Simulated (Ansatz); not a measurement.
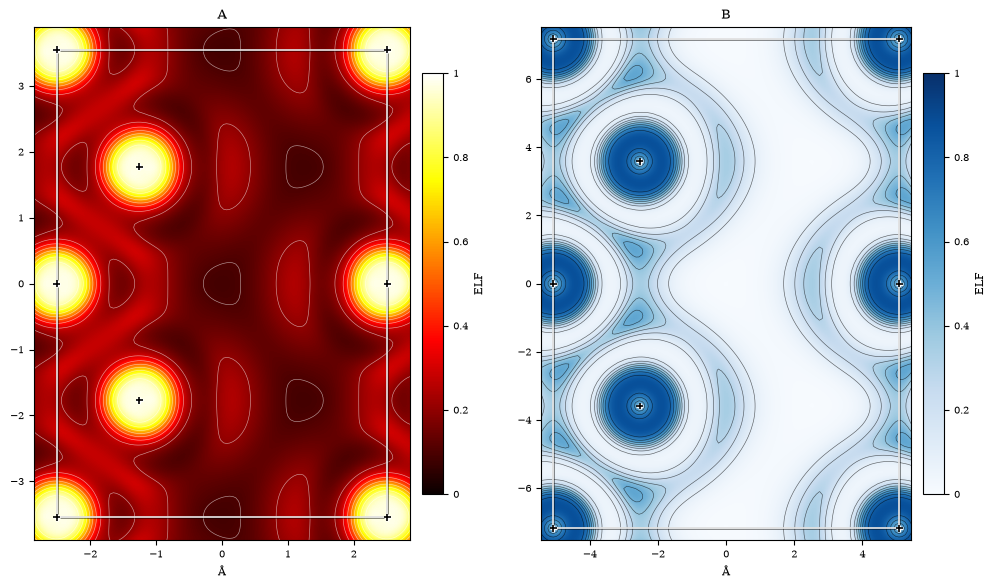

The electron localisation function of 2 systems, each on a plane through atoms (crosses mark nuclei in the plane).

Theory: DFT, BLYP, plane waves (420 eV) with PAW, scalar-relativistic (Ansatz).

System 1: Co, the (110) plane of the conventional cell. Space group Fd-3m; set up as Co, diamond; a generated structure, not necessarily the stable one; changed on purpose from its base cell (volume × 0.92); computed pressure about 9 GPa in this cell; spin-polarised.

System 2: K, the (101) plane of the conventional cell. Space group Fd-3m; set up as K, diamond; a generated structure, not necessarily the stable one; changed on purpose from its base cell (volume × 1.0).

```cif
data_structure
_symmetry_space_group_name_H-M 'P 1'
_symmetry_Int_Tables_number 1
_cell_length_a 10.1570
_cell_length_b 10.1570
_cell_length_c 10.1570
_cell_angle_alpha 90.000
_cell_angle_beta 90.000
_cell_angle_gamma 90.000
_cell_volume 1047.83
loop_
_atom_site_label
_atom_site_type_symbol
_atom_site_fract_x
_atom_site_fract_y
_atom_site_fract_z
_atom_site_occupancy
K1 K 0.75000 0.25000 0.25000 1
K2 K 0.25000 0.75000 0.25000 1
K3 K 0.25000 0.25000 0.75000 1
K4 K 0.75000 0.75000 0.75000 1
K5 K 0.50000 0.00000 0.00000 1
K6 K 0.00000 0.50000 0.00000 1
K7 K 0.00000 0.00000 0.50000 1
K8 K 0.50000 0.50000 0.50000 1
```

Q: Which map belongs to which system?

A: Panel A is system 1, Co: the plane holds Co. Co–Co (2.17 Å): the ELF is about 0.30 at the midpoint: no localised pair shows between them. Panel B is system 2, K: the plane holds K. K–K (4.40 Å): the ELF is about 0.35 at the midpoint; no localised pair shows between them.
